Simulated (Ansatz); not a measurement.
**Al2Co: density, localisation and related maps**

```
Al Co
1.0
     2.63101    0.00000    0.00000
    -1.31550    2.27852    0.00000
     0.00000    0.00000    7.91743
Al Co
2 1
Direct
  0.00000 0.00000 0.18576
  0.00000 0.00000 0.81424
  0.00000 0.00000 0.50000
```

Space group P6/mmm; a structure generated by program, which may or may not match a known phase; spin-polarised.

Computed with Ansatz 0.2.0, DFT PBE, scalar-relativistic, plane waves, PAW.

Core electrons are frozen (PAW), and the valence fields are smoothed inside the atomic spheres.

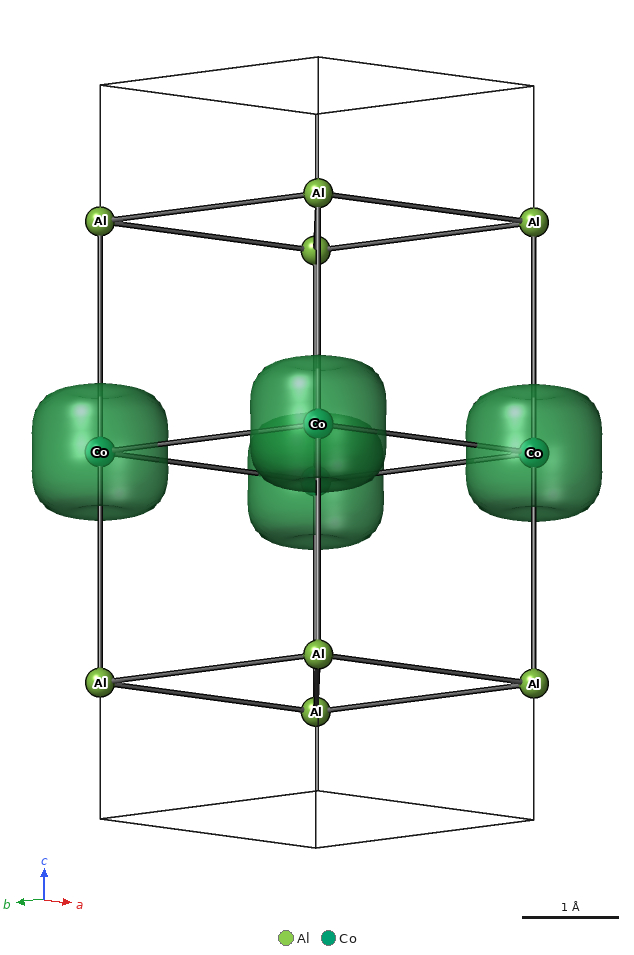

Figure 1. Isosurfaces of the spin density (up minus down) at +0.15 (green) and −0.15 e/Å³ (red), seen at an oblique angle. Sticks mark near contacts.

Q: Describe the spin distribution.

A: The spin density sits on Co: +1.6 μB in one cell of 3 atoms: parallel moments, as they must be, since the calculation's own cell holds one magnetic site. The cell of the calculation (3 atoms) carries 1.5 μB of net spin moment. Only one sign reaches the isovalue.

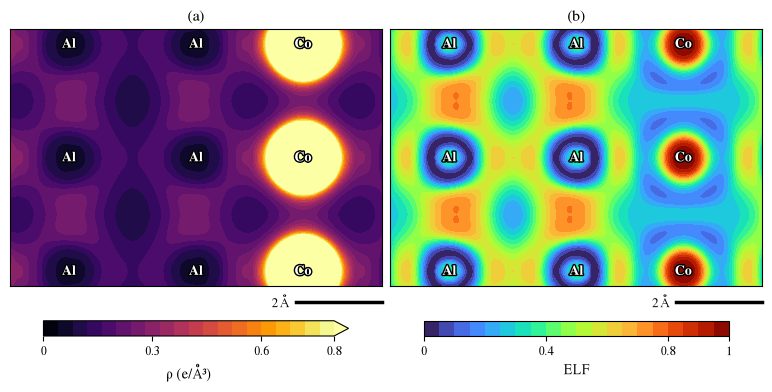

Figure 2. (a) valence pseudo-density; (b) ELF on the (11̄0) plane of the conventional cell.

Q: What does the map show?

A:
- The section cuts through Al and Co sites.
- Al–Co (2.49 Å): the density is about 0.29 e/Å³ at the midpoint; the ELF peaks at about 0.65 between the atoms.
- Al–Al (2.63 Å): ρ at the midpoint is about 0.26 e/Å³; the ELF peaks at about 0.75 between the atoms.
- Co–Co (2.63 Å): the density is about 0.26 e/Å³ at the midpoint; the ELF is about 0.30 at the midpoint (no localised pair shows between them).
- Between the atoms the lowest density in this plane is 0.09 e/Å³.
- The features right at Co lie inside the PAW spheres, where the map follows smoothed inner orbitals and isn't to be read closely.

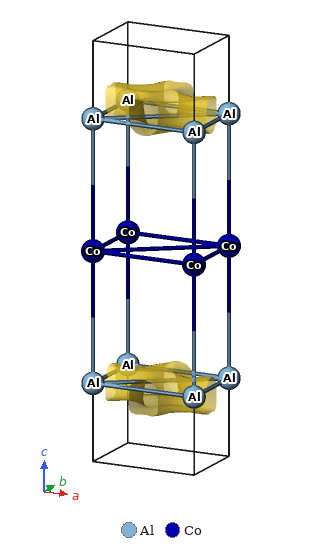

Figure 3. Isosurface of the ELF at 0.7 (yellow), seen slightly off an axis. Only the valence region is drawn (cores and ρ < 0.01 e/Å³ removed). Sticks mark near contacts.

Q: Identify the bonds, lone pairs and shells in this picture.

A: The ELF exceeds this value in sheets that run through the cell in two directions, counted in one cell of 3 atoms. Any copies at cell faces, edges or corners count once.

Q: Metal or insulator at this level of theory?

A: It is gapless in this calculation (a metal or semimetal).
